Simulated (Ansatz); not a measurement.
# TiO2: what the fields show

```
Ti O
1.0
     3.76879    0.00000    0.00000
     0.00000    3.76879    0.00000
     0.00000    0.00000    9.55831
Ti O
4 8
Direct
  0.00000 0.00000 0.00000
  0.50000 0.50000 0.50000
  0.00000 0.50000 0.25000
  0.50000 0.00000 0.75000
  0.00000 0.50000 0.45743
  0.50000 0.00000 0.95743
  0.00000 0.00000 0.20743
  0.50000 0.50000 0.70743
  0.00000 0.50000 0.04257
  0.50000 0.00000 0.54257
  0.00000 0.00000 0.79257
  0.50000 0.50000 0.29257
```

Space group I4₁/amd; a structure from a database of computed crystals, not necessarily the ambient phase; computed without spin polarisation.

These are results of DFT PBEsol, scalar-relativistic, plane waves, PAW (Ansatz), not measurements.

Core electrons are frozen (PAW), and the valence fields are smoothed inside the atomic spheres.

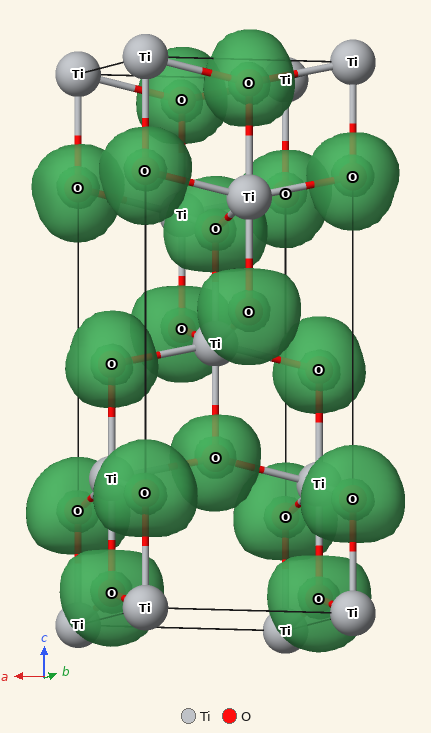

Figure 1. Isosurface of the ELF at 0.7 (green), seen at an oblique angle. Core shells and regions of very low density are left out. Sticks mark near contacts.

**Identify the bonds, lone pairs and shells in this picture.**

At this value the surface marks out eight regions wrapped around O (the valence shell of each), counted in one cell of 12 atoms. Regions shared between cells count once. Profiles from the grid: Ti–O (1.93 Å): the ELF peaks at about 0.80 in the valence shell of O, 0.6 Å from its nucleus, and is about 0.20 at the midpoint: no shared electron pair shows on this line. Ti–O (1.98 Å): the ELF peaks at about 0.85 in the valence shell of O, 0.6 Å from its nucleus, and is about 0.20 at the midpoint; no localised pair shows between them.

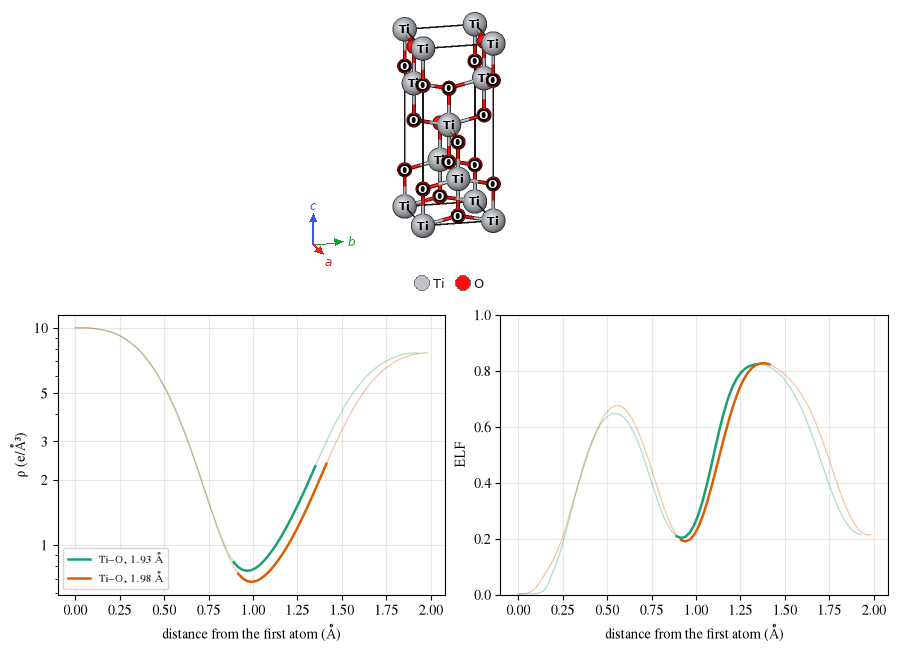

Figure 2. Valence pseudo-density and electron localisation function along straight lines between neighbouring atoms. Thin, pale parts lie inside the atomic spheres. The structure is drawn too.

**Compare the contacts.**

Ti–O (1.93 Å): the density is about 0.76 e/Å³ at the midpoint; the ELF peaks at about 0.80 in the valence shell of O, 0.6 Å from its nucleus, and is about 0.20 at the midpoint; no shared electron pair shows on this line.
Ti–O (1.98 Å): the density is about 0.68 e/Å³ at the midpoint; the ELF peaks at about 0.85 in the valence shell of O, 0.6 Å from its nucleus, and is about 0.20 at the midpoint (no localised pair shows between them).

**Does the calculation give a band gap?**

It is gapped, with a Kohn–Sham gap of 2.1 eV on the k-point mesh, an upper bound to the gap of this method.
